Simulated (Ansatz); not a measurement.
Te$_{2}$Mo: several calculations on one system

Part 1: Relaxation

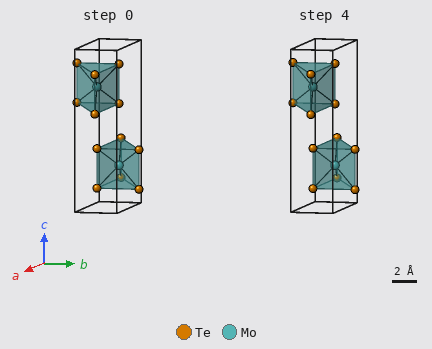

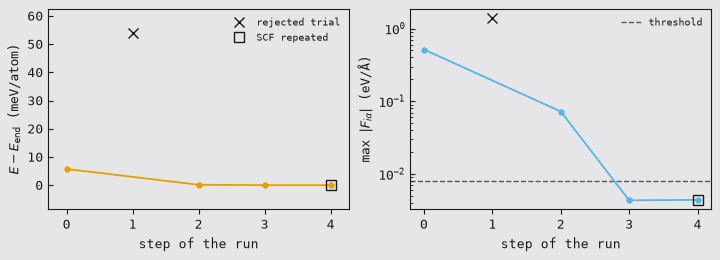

First and last geometry of a relaxation of crystalline Te$_{2}$Mo (set up in P6_3/mmc), with the history of the run. A polyhedral model of the cell of the calculation, seen from a free direction.

Case: strain along c alone, the other axes held, atoms relaxed: -2.0 %.

Method: Ansatz, DFT r2SCAN, scalar-relativistic, plane waves, PAW.

The input:
```yaml
crystal:
  lattice:
    - [3.5632533183, 0.0, 0.0]
    - [-1.7816266592, 3.0858678938, 0.0]
    - [0.0, 0.0, 14.4372483584]
  atoms:
    - { symbol: Te, position: [0.3333333333, 0.6666666667, 0.628517547] }
    - { symbol: Te, position: [0.6666666667, 0.3333333333, 0.128517547] }
    - { symbol: Te, position: [0.6666666667, 0.3333333333, 0.371482453] }
    - { symbol: Te, position: [0.3333333333, 0.6666666667, 0.871482453] }
    - { symbol: Mo, position: [0.3333333333, 0.6666666667, 0.25] }
    - { symbol: Mo, position: [0.6666666667, 0.3333333333, 0.75] }
basis:
  ecutwfc: 500
kpoints:
  mp_grid: { grid: [12, 12, 2] }
hamiltonian:
  xc: r2scan
scf:
  occupations: { method: gaussian, width: 0.02 }
output:
  forces: true
  stress: true
  eigenvalues: true
relax:
  adjacent_minimum: "off"
  f_tol: 0.008
  max_steps: 40
```

Launched with:
```bash
ansatz run input.yaml --threads 1 --pin off --max-ram 2560MiB --backend cpu --events-out ev --progress --plain --runs-dir out
```

> Read the history and describe the run.

It converged. The largest moves, 0.034 Å, are those of Te1, Te2, Te3 and Te4. Te3 goes along +c. Mo stays in place. The lattice vectors keep their values. Among the contacts that change: Te1–Mo6 2.703 → 2.725 Å. The space group stays P6_3/mmc (No. 194). Over 2 accepted moves (4 points after the start) the energy falls by 5.7 meV per atom. The largest force component goes from 0.51 to 0.0044 eV/Å. The line search rejected the trial step at point 1 of the run. 1 step only repeated the SCF at the same geometry.

| step | E − E(0), meV/atom | largest force component, eV/Å | note |
| --- | --- | --- | --- |
| 0 | 0.00 | 0.5149 |  |
| 1 | 48.17 | 1.4015 | rejected |
| 2 | -5.61 | 0.0723 |  |
| 3 | -5.73 | 0.0043 |  |
| 4 | -5.73 | 0.0044 | same geometry, SCF repeated |

Limits of the set-up: layers or molecules are held without a dispersion correction, so their spacing is unreliable.

Part 2: Relaxation

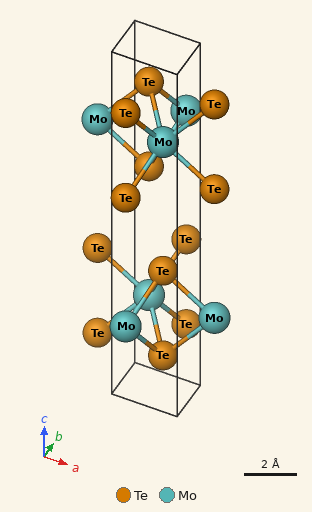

This is the input geometry for a relaxation of solid Te2Mo (set up in P6_3/mmc). The picture is a ball-and-stick view of the cell of the calculation, seen from a free direction.

Case: strain along c alone, the other axes held, atoms relaxed: -4.0 %.

Computed with DFT r2SCAN, scalar-relativistic, plane waves, PAW (Ansatz 0.2.0).

Input
```yaml
crystal:
  lattice:
    - [3.5632533183, 0.0, 0.0]
    - [-1.7816266592, 3.0858678938, 0.0]
    - [0.0, 0.0, 14.1426106368]
  atoms:
    - { symbol: Te, position: [0.3333333333, 0.6666666667, 0.6261921875] }
    - { symbol: Te, position: [0.6666666667, 0.3333333333, 0.1261921875] }
    - { symbol: Te, position: [0.6666666667, 0.3333333333, 0.3738078125] }
    - { symbol: Te, position: [0.3333333333, 0.6666666667, 0.8738078125] }
    - { symbol: Mo, position: [0.3333333333, 0.6666666667, 0.25] }
    - { symbol: Mo, position: [0.6666666667, 0.3333333333, 0.75] }
basis:
  ecutwfc: 500
kpoints:
  mp_grid: { grid: [12, 12, 2] }
hamiltonian:
  xc: r2scan
scf:
  occupations: { method: gaussian, width: 0.02 }
output:
  forces: true
  stress: true
  eigenvalues: true
relax:
  adjacent_minimum: "off"
  f_tol: 0.008
  max_steps: 40
```

Command:
```bash
ansatz run input.yaml --threads 1 --pin off --max-ram 2560MiB --backend cpu --events-out ev --progress --plain --runs-dir out
```

**Predict the outcome.**

The largest moves, 0.033 Å, are those of Te1, Te2, Te3 and Te4. Te3 goes along +c. Mo stays in place. The cell doesn't change. Near-neighbour distances that change, for instance: Te1–Mo6 2.702 → 2.723 Å. The space group stays P6_3/mmc (No. 194). The energy falls by 34.9 meV per cell of the calculation in 2 accepted moves (4 points after the start). The largest force component goes from 0.52 to 0.0057 eV/Å. The line search rejected the trial step at point 1 of the run. 1 step only repeated the SCF at the same geometry.

History of the run:

| step | E − E(0), meV/atom | largest force component, eV/Å | note |
| --- | --- | --- | --- |
| 0 | 0.00 | 0.5241 |  |
| 1 | 52.21 | 1.4721 | rejected |
| 2 | -5.70 | 0.0734 |  |
| 3 | -5.82 | 0.0056 |  |
| 4 | -5.82 | 0.0057 | same geometry, SCF repeated |

Limits of the set-up: layers or molecules are held without a dispersion correction, so their spacing is unreliable.

Part 3: A change

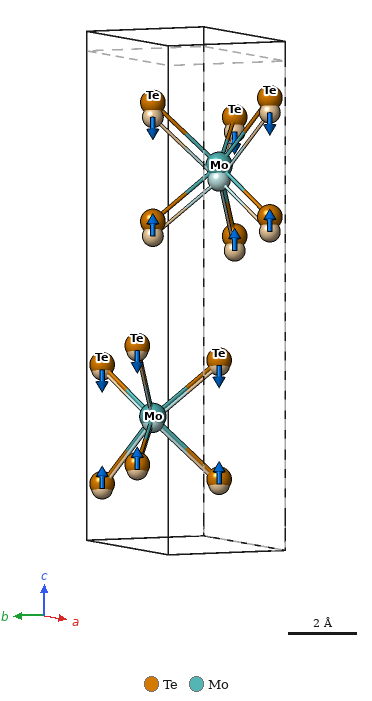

Solid Te₂Mo (set up in P6_3/mmc), drawn pale, and a changed version of it, drawn solid. The blue arrows show how the atoms are displaced (without the part that the change of the cell carries along), magnified 10 times. A ball-and-stick model of the cell of the calculation, seen from a free direction.

Level of theory: DFT r2SCAN, scalar-relativistic, plane waves, PAW in Ansatz. Settings: plane-wave cutoff 500 eV; k-point mesh 12 × 12 × 2; occupations gaussian; smearing width 0.02 eV; no spin polarisation.

**What was done to the structure, and with what result?**

Strain along c alone, +4.0 %, is applied. The other axes are held and the atoms relaxed. The energy rises by 1.9 meV per atom. Pressure: 0.0 GPa before, −0.2 GPa after. The principal stresses (compression positive) are −0.5 GPa along c and −0.1 GPa across it. Cell: a = b unchanged at 3.563 Å, c 14.732 → 15.321 Å (+4.0 %). Volume +4.0 %. The largest moves relative to the cell, 0.070 Å, are those of Te atoms. Mo stays in place. The space group stays P6_3/mmc (No. 194).

Limits of the set-up: layers or molecules are held without a dispersion correction, so their spacing is unreliable.

Part 4: Series

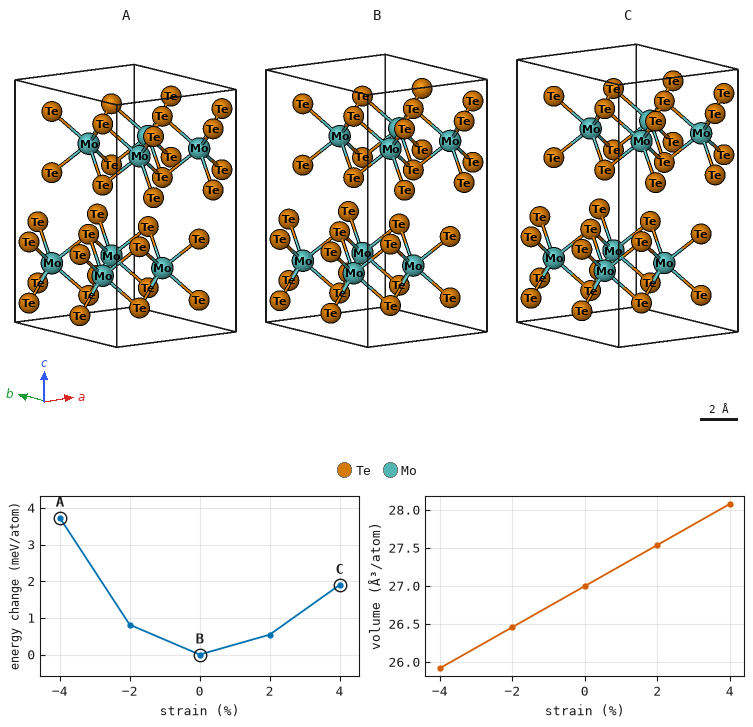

Members of a series of calculations on solid Te$_{2}$Mo (set up in P6_3/mmc), marked on the first curve. The picture is a ball-and-stick view of the cell of the calculation, repeated to show the pattern, seen from a free direction.

Level of theory: DFT r2SCAN, scalar-relativistic, plane waves, PAW in Ansatz. Set-up: plane-wave cutoff 500 eV; k-point mesh 12 × 12 × 2; occupations gaussian; smearing width 0.02 eV; no spin polarisation.

### Describe the series.

Strain along c alone, the other axes held, atoms relaxed. A (strain −4.0 %): energy change 3.7 meV/atom, volume 25.92 Å³ per atom. B (strain 0.0 %): energy change 0.0 meV/atom, volume 27.00 Å³ per atom. C (strain 4.0 %): energy change 1.9 meV/atom, volume 28.08 Å³ per atom. The rest compares A with C. The drawn cell changes as follows: a = b unchanged at 7.127 Å, c 14.143 → 15.321 Å (+8.3 %); the volume changes by +8.3 %. Among the bonded contacts that change: Mo–Te 2.723 → 2.728 Å.

Limits of the set-up: layers or molecules are held without a dispersion correction, so their spacing is unreliable.
